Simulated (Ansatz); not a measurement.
MnO2

```
CELL_PARAMETERS angstrom
2.87652 0.00000 0.00000
-1.43826 2.49114 0.00000
0.00000 0.00000 11.31306
ATOMIC_POSITIONS crystal
Mn 0.00000 0.00000 0.50000
Mn 0.00000 0.00000 0.00000
O 0.66667 0.33333 0.41556
O 0.66667 0.33333 0.08444
O 0.33333 0.66667 0.58444
O 0.33333 0.66667 0.91556
```

Space group P6₃/mmc; a structure from a database of computed crystals, not necessarily the ambient phase; spin-polarised.

Theory: Ansatz, Kohn-Sham DFT of a periodic cell, PBE, Ansatz PAW.

The density is the valence pseudo-density of a PAW calculation; it isn't the true density close to the nuclei.

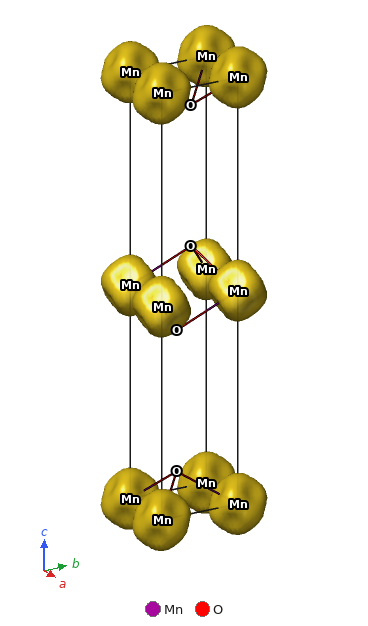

Figure 1. Isosurface of the magnetisation density (up minus down) at +0.4 e/Å³ (yellow), seen slightly off an axis. Sticks mark near contacts.

Question: Describe the spin distribution.

Answer: The spin density sits on Mn: +2.5 μB (×2) in one cell of 6 atoms: parallel main moments (a ferromagnetic arrangement) in this solution. The cell of the calculation (6 atoms) carries 6.0 μB of net spin moment.

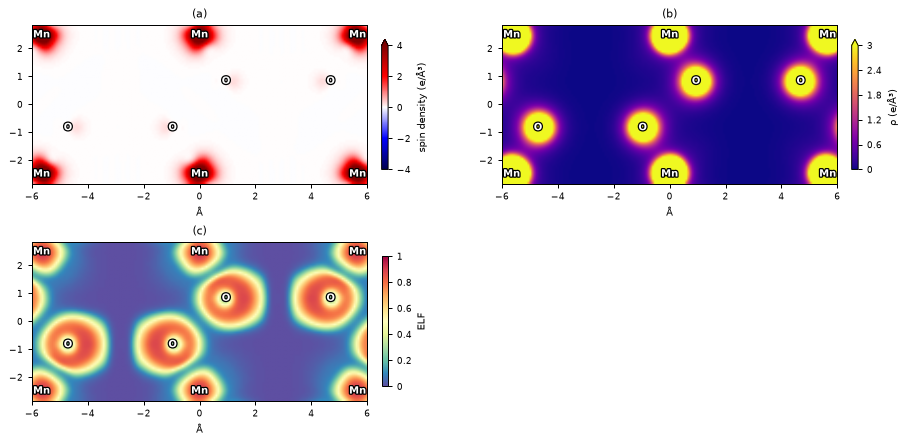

Figure 2. (a) spin density; (b) valence pseudo-density; (c) ELF on the (110) plane of the conventional cell.

Question: Read the bonding off the picture.

Answer: The plane passes through Mn and O nuclei.
Mn–O (1.92 Å): ρ at the midpoint is about 0.78 e/Å³; the ELF peaks at about 0.85 in the valence shell of O, 0.6 Å from its nucleus, and is about 0.25 at the midpoint; no shared electron pair shows on this line.
The density dies away to nearly zero in the voids.
The features right at Mn lie inside the PAW spheres, where the map follows smoothed inner orbitals and isn't to be read closely.

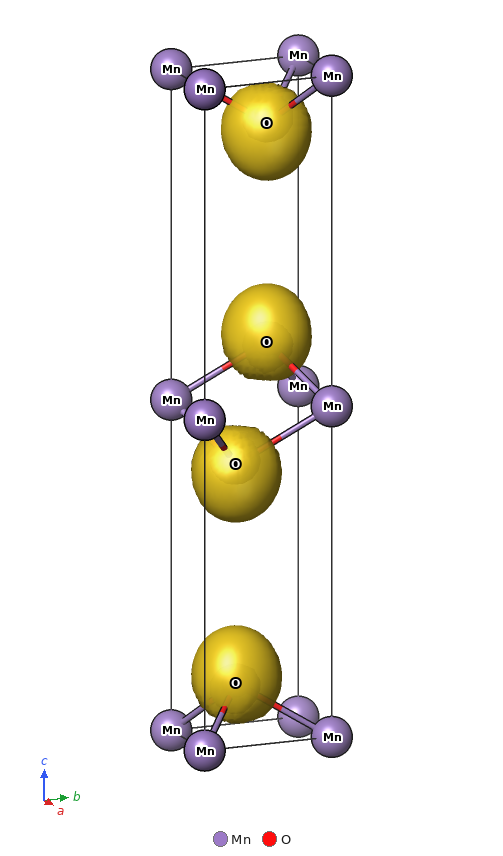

Figure 3. Isosurface of the ELF at 0.75 (yellow), seen slightly off an axis. Only the valence region is drawn (cores and ρ < 0.01 e/Å³ removed). Sticks mark near contacts.

Question: Identify the bonds, lone pairs and shells in this picture.

Answer: The surface consists of four regions wrapped around O (the valence shell of each), counted in one cell of 6 atoms. Any copies at cell faces, edges or corners count once.

Question: Does the calculation give a band gap?

Answer: It is gapped, with a Kohn–Sham gap of 1.0 eV on the k-point mesh, an upper bound to the gap of this method.
